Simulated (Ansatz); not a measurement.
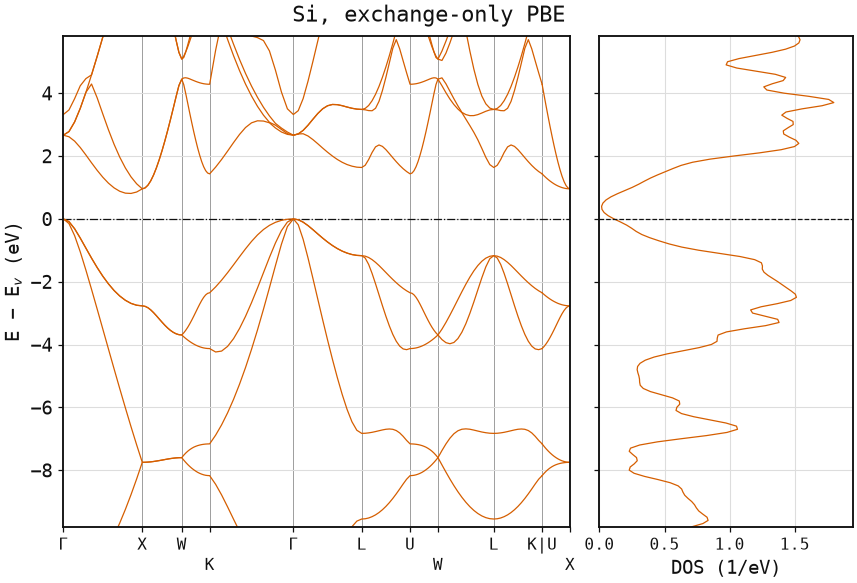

Band structure and density of states of diamond-type Si, space group Fd-3m (No. 227), 2 atoms in the primitive cell (cubic a = 5.444 Å). Computed with Ansatz: exchange-only PBE, Ansatz PAW, no spin polarisation, no spin-orbit coupling, 8×8×8 k mesh, 420 eV cutoff, Fermi-Dirac smearing of 0.05 eV. Energies are counted from the top of the valence band. The DOS curve is built from the levels of the k mesh with Gaussians 0.55 eV wide, which also blur the band edges; ripples of that width can come from the mesh.

The material is gapped. The gap along this path is 0.81 eV and indirect, from the valence-band top at Γ to the conduction-band bottom between Γ and X; the smallest direct gap is 2.67 eV, at Γ. Three bands meet at the valence-band top at Γ: it is triply degenerate (spin aside). The top valence band spans 3.7 eV and the lowest conduction band 3.6 eV. The direct gaps are 2.67 eV at Γ, 3.79 eV at U and 8.14 eV at W.

The PAW data sets were made with another functional. LDA, GGA and most meta-GGA functionals understate gaps. The cell is at 10 GPa in this functional.
